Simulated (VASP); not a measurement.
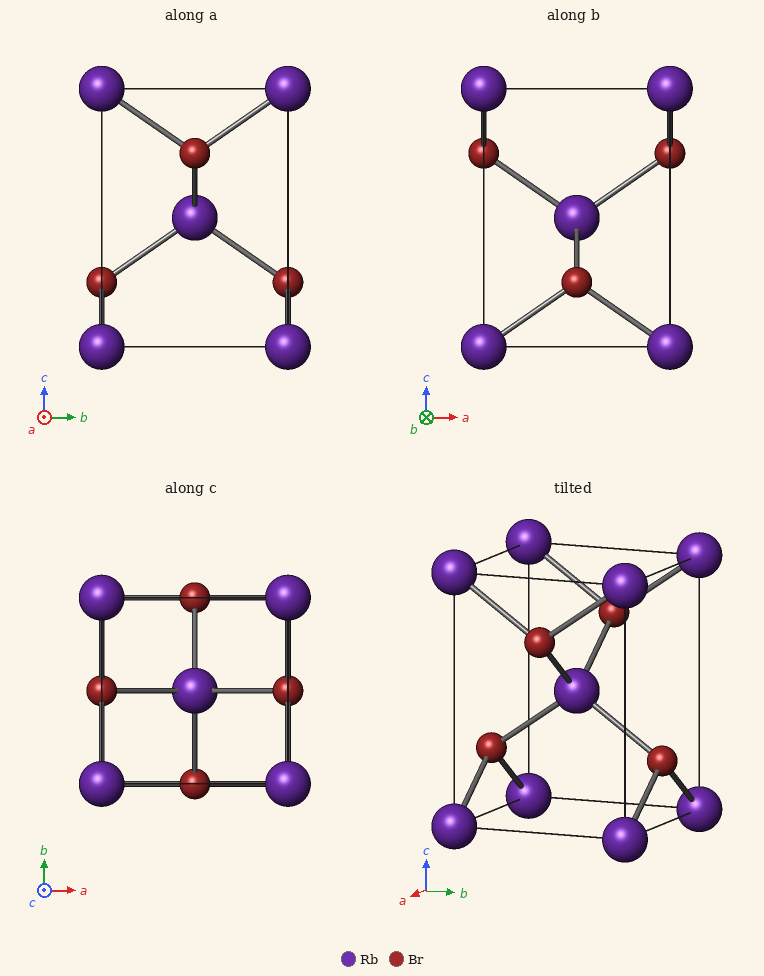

Ball-and-stick representation of a periodic structure, projected along the a axis, along the b axis, along the c axis and slightly off an axis. Lines trace the edges of the conventional unit cell.

Lattice parameters: a = 5.472 Å, b = 5.472 Å, c = 7.584 Å, α = 90.00°, β = 90.00°, γ = 90.00°. Put a along x and b in the xy plane.

Q: Put the structure into a POSCAR file.

A:
```
Rb Br
1.0
     5.472    0.000    0.000
     0.000    5.472    0.000
     0.000    0.000    7.584
Rb Br
2 2
Direct
  0.0000 0.0000 0.0000
  0.5000 0.5000 0.5000
  0.5000 0.0000 0.2500
  0.0000 0.5000 0.7500
```

The model was built from a structure type filled with these elements by a generator (whether the compound takes this form wasn't checked). The cell was then strained or its atoms displaced on purpose. It was run through VASP as a DFT input.
